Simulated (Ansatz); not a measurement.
# Two runs on GaP

System: GaP (2 atoms in the cell).
Method of run A: DFT PBE, scalar-relativistic, plane waves, PAW, no spin polarisation (Ansatz 0.2.0).

The structure derives from a Materials Project entry. Text and figures count atoms from 1; the logs count them from 0 in places.

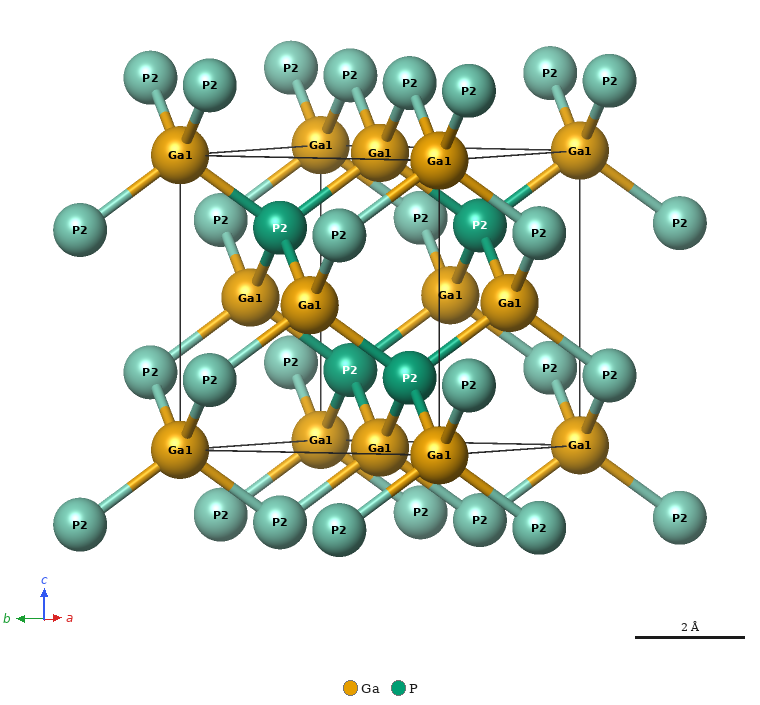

Fig. 1: The starting structure (ball-and-stick view of the cell 4 times as large as that of the calculation, set on its symmetry axes, seen at an oblique angle; neighbours outside the cell are drawn fainter; atoms are numbered from 1 in the order of the input). Near neighbours in the crystal (not all of them lie inside the picture): Ga has 4 P at 2.36 Å; P has 4 Ga at 2.36 Å.

**The input, run A**
```yaml
crystal:
  lattice:
    - [0.0, 2.72581249, 2.72581249]
    - [2.72581249, 0.0, 2.72581249]
    - [2.72581249, 2.72581249, 0.0]
  atoms:
    - { symbol: Ga, position: [0.0, 0.0, 0.0] }
    - { symbol: P, position: [0.75, 0.75, 0.75] }
basis:
  ecutwfc: 420
kpoints:
  mp_grid: { grid: [8, 8, 8] }
hamiltonian:
  xc: pbe
scf:
  occupations: { method: gaussian, width: 0.02 }
output:
  forces: true
  stress: true
  eigenvalues: true
relax:
  adjacent_minimum: "off"
  f_tol: 0.005
  max_steps: 80
  cell: { stress_tol: 0.05 }
```

Launched with:
```bash
ansatz run input.yaml --threads 4 --pin off --max-ram 8192MiB --backend cpu --events-out ev --progress --plain --runs-dir out
```

Hardware: 4 threads of Intel Xeon @ 2.70GHz, 189 GiB of memory available, shared host.

**Output, shortened to warnings, some set-up lines, iterations and results (run A)**
```
Basis set: ecut = 420 eV, 749 PW (Γ), exchange–correlation on 54×54×54 points (8 copies of the dense FFT grid, shifted against one another)
Symmetry: 24 space group operations
k-points: 29 of 512 (time reversal used)
Initial density: superposition of atomic densities (neutral atoms: chi_scale 0, normalization atom), corrected by the library's trained network
[...]
SCF iter   1: F=—  HF=-4539.549304 eV  |F-HF|=—  |Δ(HF+E_count)|=         —  Δρ=1.57e-3  dr2=1.34e-3  ethr=1.77e-3  ⟨swp⟩=6.6  Hψ=2582  notcnv=0
SCF iter   2: F=—  HF=-4539.548430 eV  |F-HF|=—  |Δ(HF+E_count)|=   8.73e-4  Δρ=1.30e-3  dr2=4.63e-4  ethr=7.43e-6  ⟨swp⟩=2.5  Hψ=1006  notcnv=0
SCF iter   3: F=—  HF=-4539.548228 eV  |F-HF|=—  |Δ(HF+E_count)|=   2.02e-4  Δρ=4.32e-4  dr2=5.75e-5  ethr=2.57e-6  ⟨swp⟩=2.1  Hψ=737  notcnv=0
SCF iter   4: F=—  HF=-4539.548272 eV  |F-HF|=—  |Δ(HF+E_count)|=   4.40e-5  Δρ=1.27e-4  dr2=4.26e-6  ethr=3.20e-7  ⟨swp⟩=2.0  Hψ=642  notcnv=0
SCF iter   5: F=—  HF=-4539.548272 eV  |F-HF|=—  |Δ(HF+E_count)|=   2.20e-7  Δρ=3.18e-5  dr2=4.36e-7  ethr=2.37e-8  ⟨swp⟩=2.0  Hψ=638  notcnv=0
[... 19 lines ...]
SCF iter   4: F=—  HF=-4539.557395 eV  |F-HF|=—  |Δ(HF+E_count)|=   4.34e-5  Δρ=3.82e-6  dr2=1.31e-9  ethr=4.25e-10  ⟨swp⟩=2.0  Hψ=644  notcnv=0
SCF iter   5: F=—  HF=-4539.557395 eV  |F-HF|=—  |Δ(HF+E_count)|=   9.18e-8  Δρ=4.45e-7  dr2=6.91e-11  ethr=7.26e-12  ⟨swp⟩=2.1  Hψ=642  notcnv=0
SCF iter   6: F=-4539.557395 eV  HF=-4539.557395 eV  |F-HF|=1.06e-10  |Δ(HF+E_count)|=  2.18e-10  Δρ=1.88e-7  dr2=9.03e-12  ethr=1.00e-12  ⟨swp⟩=6.9  Hψ=2011  notcnv=0
SCF 4 converged in 6 iterations: F = -4539.557395 eV  dr2 = 9.03e-12
relax step   4: F+E_penalty+E_count = -4539.55739522 eV  Δ(F+E_penalty+E_count) = -3.185e-4 eV  max|allowed force component| = 8.095e-17 eV/Å  Δτ_max = 0.0000 Å  P = +0.040 …
basis re-selected at this cell: Δ(F+E_penalty+E_count) = -3.185e-4 eV, ΔP = +0.003 GPa vs the last step (what re-selecting the basis moved, of the pressure what is left beyond the Pulay correction that the steps carried, after the strain that the cell walked since its last selection, with what the …
SCF converged after 6 iterations
Free energy (F): -4539.557395 eV
Harris-Foulkes:  -4539.557395 eV  (|F-HF|=1.06e-10)
Internal energy: -4539.557395 eV  (E = F + TS)
E sigma→0 (E₀):  -4539.557395 eV
Fermi energy:    7.504863 eV
--- Per-component energies (eV) ---
  E_band       = -63.679825
  E_kinetic    = 185.390559
  E_local      = -2220.447416  (includes V_loc(G=0)·N_el)
  E_nonlocal   = 458.829239
  E_hartree    = 1025.160463
  E_xc         = -130.312300
  E_vxc        = -118.411546  (∫ρ·V_xc dr)
  E_paw        = -2558.555828  (= ΣΔE_a)
  E_vpaw       = -419.361489  (= ΣTr[D̂ρ^β])
  E_aug_tail   = -0.000086  (compensation charges beyond the density's cutoff)
  E_ewald      = -1299.622026
  E_smearing   = -0.000000  (= −TS)
  E_closure    = -0.000000  (closes the sum)
  Σ components = -4539.557395   (vs F -4539.557395, Δ=0.00e0)
--- Forces (eV/Å), atoms counted from 1 ---
  atom   1  Ga    -0.00000000     0.00000000     0.00000000
  atom   2  P      0.00000000     0.00000000    -0.00000000
  max |Σ_I F_I| component: 7.86e-17 eV/Å
--- Stress (GPa, compression-positive) ---
        0.039848       0.000000       0.000000
        0.000000       0.039848       0.000000
        0.000000       0.000000       0.039848
  P = ⅓ Tr σ = 0.0398 GPa (0.398 kbar)
--- Relaxed structure (3 steps of the walk, 3 accepted, 1 SCFs on fresh bases) ---
  F+E_penalty+E_count = -4539.55739522 eV   max|allowed force component| = 8.095e-17 eV/Å   (the final SCF, on the basis selected at the relaxed cell)
  cell:  # Å, volume = 41.7099 Å³
    - [8.152595252632945e-34, 2.752558483383627, 2.752558483383627]
    - [2.752558483383627, 4.280112507632295e-33, 2.752558483383627]
    - [2.752558483383627, 2.752558483383627, 4.280112507632295e-33]
  atoms:
    - { symbol: Ga, position: [8.360872617684092e-34, -8.714148925473561e-34, -8.125355079157779e-34] }
    - { symbol: P, position: [0.75, 0.75, 0.75] }
```

The input of run B differs as follows (lines with − go, lines with + come):
```diff
+  max_iter: 80
+magnetization:
+  spin_polarized: true
+  initial_magnetization: 15
```

What does this change do to the results?

The energy is the same within 0.01 meV per atom. With spin allowed, the absolute moment of the cell comes to 0.00 μB. The SCF takes 40 iterations over all geometry steps against 21. On the same kind of shared host run B took about 3.4 times as long. The two runs start from different initial densities, which also moves the count.

**Output, shortened to warnings, some set-up lines, iterations and results (run B)**
```
WARN: the starting moments were not kept: the SCF closed with an absolute magnetisation of 1.2e-6 μB, where they sum to 15 μB in size (2 sites). That is at most 0.1 of that sum. Measured as dr2_m measures the in/out step, that magnetisation stands 1.7e-13 eV from none, at or under the dr2_threshold of 1.0e-7 eV: it is no larger than a step whose dr2_m would equal this threshold. The system may …
Basis set: ecut = 420 eV, 749 PW (Γ), exchange–correlation on 54×54×54 points (8 copies of the dense FFT grid, shifted against one another)
Symmetry: 24 space group operations
k-points: 29 of 512 (time reversal used)
Initial density: superposition of atomic densities (chi_scale 0.1, normalization cell)
[...]
SCF iter   1: F=—  HF=-4429.211500 eV  |F-HF|=—  |Δ(HF+E_count)|=         —  Δρ=5.41e-1 (↑5.41e-1 ↓1.67e-1)  dr2=1.35e2  dr2_m=1.37e1  M=15.000 μB ∫|m|=15.000 μB  β_m=1.00  …
SCF iter   2: F=—  HF=-4531.582788 eV  |F-HF|=—  |Δ(HF+E_count)|=         —  Δρ=5.12e-1 (↑2.83e-1 ↓5.12e-1)  dr2=1.45e1  dr2_m=5.74e1  M=1.151 μB ∫|m|=1.151 μB  β_m=0.30  …
SCF iter   3: F=—  HF=-4530.215487 eV  |F-HF|=—  |Δ(HF+E_count)|=    1.37e0  Δρ=3.46e-1 (↑2.13e-1 ↓3.46e-1)  dr2=4.83e0  dr2_m=2.84e1  M=0.331 μB ∫|m|=0.361 μB  β_m=0.30  …
SCF iter   4: F=—  HF=-4534.440602 eV  |F-HF|=—  |Δ(HF+E_count)|=    4.23e0  Δρ=2.01e-1 (↑1.87e-1 ↓2.01e-1)  dr2=2.68e-1  dr2_m=1.40e1  M=0.089 μB ∫|m|=0.210 μB  β_m=0.30  …
SCF iter   5: F=—  HF=-4536.923831 eV  |F-HF|=—  |Δ(HF+E_count)|=    2.48e0  Δρ=1.52e-1 (↑1.23e-1 ↓1.52e-1)  dr2=3.33e-1  dr2_m=7.00e0  M=0.000 μB ∫|m|=0.142 μB  β_m=0.30  …
[... 38 lines ...]
SCF iter   5: F=—  HF=-4539.557395 eV  |F-HF|=—  |Δ(HF+E_count)|=   7.34e-6  Δρ=4.94e-7 (↑4.94e-7 ↓4.85e-7)  dr2=1.62e-10  dr2_m=1.06e-13  M=0.000 μB ∫|m|=0.000 μB  β_m=0.51  …
SCF iter   6: F=—  HF=-4539.557395 eV  |F-HF|=—  |Δ(HF+E_count)|=   5.63e-9  Δρ=1.91e-7 (↑1.91e-7 ↓1.86e-7)  dr2=3.71e-11  dr2_m=4.99e-14  M=0.000 μB ∫|m|=0.000 μB  β_m=0.76  …
SCF iter   7: F=-4539.557395 eV  HF=-4539.557395 eV  |F-HF|=3.82e-11  |Δ(HF+E_count)|=  6.25e-10  Δρ=4.03e-8 (↑3.99e-8 ↓4.03e-8)  dr2=1.27e-12  dr2_m=8.71e-16  M=0.000 μB …
SCF 4 converged in 7 iterations: F = -4539.557395 eV  dr2 = 1.27e-12
relax step   4: F+E_penalty+E_count = -4539.55739522 eV  Δ(F+E_penalty+E_count) = -3.184e-4 eV  max|allowed force component| = 7.864e-17 eV/Å  Δτ_max = 0.0000 Å  P = +0.039 …
basis re-selected at this cell: Δ(F+E_penalty+E_count) = -3.184e-4 eV, ΔP = +0.003 GPa vs the last step (what re-selecting the basis moved, of the pressure what is left beyond the Pulay correction that the steps carried, after the strain that the cell walked since its last selection, with what the …
SCF converged after 7 iterations
Magnetization: 0.0000 μB (9.0000 up, 9.0000 down)
Absolute magnetization: 0.0000 μB (∫|ρ↑−ρ↓|, with the PAW one-centre terms)
Spin contamination: 0.0000 ħ² per cell (⟨S²⟩ above its minimum at these occupations)
Per-site moments (μB) at R_I (Å): [(-7.428691297252367e-9, 0.9833149177505875), (1.1604260652054476e-8, 0.9833149177505875)]
Free energy (F): -4539.557395 eV
Harris-Foulkes:  -4539.557395 eV  (|F-HF|=3.82e-11)
Internal energy: -4539.557395 eV  (E = F + TS)
E sigma→0 (E₀):  -4539.557395 eV
Fermi energy:    7.504697 eV
--- Per-component energies (eV) ---
  E_band       = -63.681673
  E_kinetic    = 185.390249
  E_local      = -2220.454212  (includes V_loc(G=0)·N_el)
  E_nonlocal   = 458.829231
  E_hartree    = 1025.163033
  E_xc         = -130.312140
  E_vxc        = -118.411335  (∫ρ·V_xc dr)
  E_paw        = -2558.555896  (= ΣΔE_a)
  E_vpaw       = -419.361593  (= ΣTr[D̂ρ^β])
  E_aug_tail   = -0.000086  (compensation charges beyond the density's cutoff)
  E_ewald      = -1299.617573
  E_smearing   = -0.000000  (= −TS)
  E_closure    = 0.000000  (closes the sum)
  Σ components = -4539.557395   (vs F -4539.557395, Δ=0.00e0)
--- Forces (eV/Å), atoms counted from 1 ---
  atom   1  Ga    -0.00000000     0.00000000     0.00000000
  atom   2  P      0.00000000     0.00000000     0.00000000
  max |Σ_I F_I| component: 4.63e-17 eV/Å
--- Stress (GPa, compression-positive) ---
        0.039068      -0.000000      -0.000000
       -0.000000       0.039068      -0.000000
       -0.000000      -0.000000       0.039068
  P = ⅓ Tr σ = 0.0391 GPa (0.391 kbar)
--- Relaxed structure (3 steps of the walk, 3 accepted, 1 SCFs on fresh bases) ---
  F+E_penalty+E_count = -4539.55739522 eV   max|allowed force component| = 7.864e-17 eV/Å   (the final SCF, on the basis selected at the relaxed cell)
  cell:  # Å, volume = 41.7104 Å³
    - [-2.2419636944740594e-33, 2.752567914964735, 2.752567914964735]
    - [2.752567914964735, -6.1144464394747085e-33, 2.752567914964735]
[...]
```

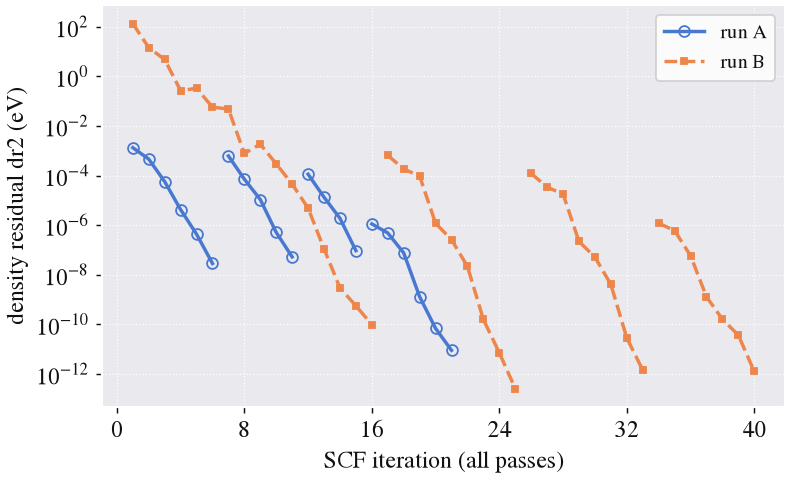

Fig. 2: Convergence of the two runs: density residual dr2 against the SCF iteration. A break in a curve parts two SCF passes. Run A takes 21 iterations in all, and run B takes 40.

**The two runs side by side**

| quantity | run A | run B |
| --- | --- | --- |
| outcome | converged | converged |
| free energy per atom (eV) | −2269.7787 | −2269.7787 |
| gap on the mesh (eV) | 1.58 | 1.58 |
| pressure (GPa) | 0.04 | 0.04 |
| largest force (eV/Å) | 0.000 | 0.000 |
| SCF iterations | 21 | 40 |
| irreducible k-points | 29 | 29 |
| net moment of the cell (μB) | – | 0.00 |
| absolute moment of the cell (μB) | – | 0.00 |
| wall time (shared host) | 4.4 s | 15 s |

For run B: A setting was made wrong on purpose: an impossible spin (`magnetization`). It did no harm here: the run converged to the energy of the sound run within 1 meV per atom. Warnings: some starting moments were not kept.
